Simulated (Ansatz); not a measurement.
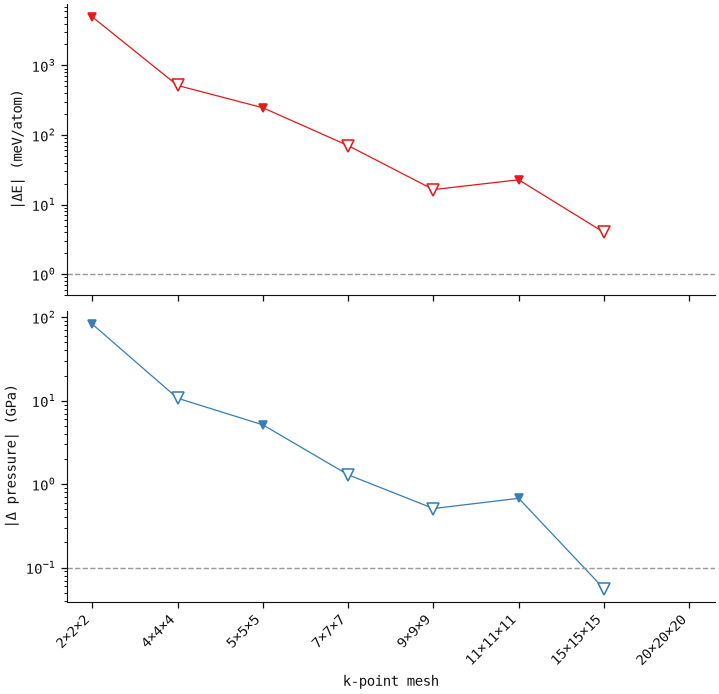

Convergence test: the k-point mesh is varied and all else is held.
System: Ir (Fm-3m, 1 atom in the cell).
Method: Ansatz, DFT, LDA (PW92), plane waves (420 eV) with PAW, scalar-relativistic; Fermi–Dirac smearing of 0.1 eV.
ΔE is the free energy less its value at the densest setting, 20×20×20.
Dashed lines or grey bands mark the tolerance: 1 meV/atom and 0.1 GPa.
On logarithmic panels, open markers lie below the reference value and filled ones above.

Q: From which setting is the free energy converged to 1 meV/atom?

A: The free energy at the last setting but one, 15×15×15, is still more than 1 meV/atom from the densest setting's value, so the scan doesn't show it converged. It is off by 5000 meV/atom at 2×2×2, 70 meV/atom at 7×7×7 and 4 meV/atom at 15×15×15 (on both sides of it).

Q: And the pressure, to 0.1 GPa?

A: The pressure is within 0.1 GPa of the densest setting's value from 15×15×15 on. That rests on a single mesh and may be a chance crossing. It is off by 83 GPa at 2×2×2, 1.3 GPa at 7×7×7 and 0.68 GPa at 11×11×11 (on both sides of it).
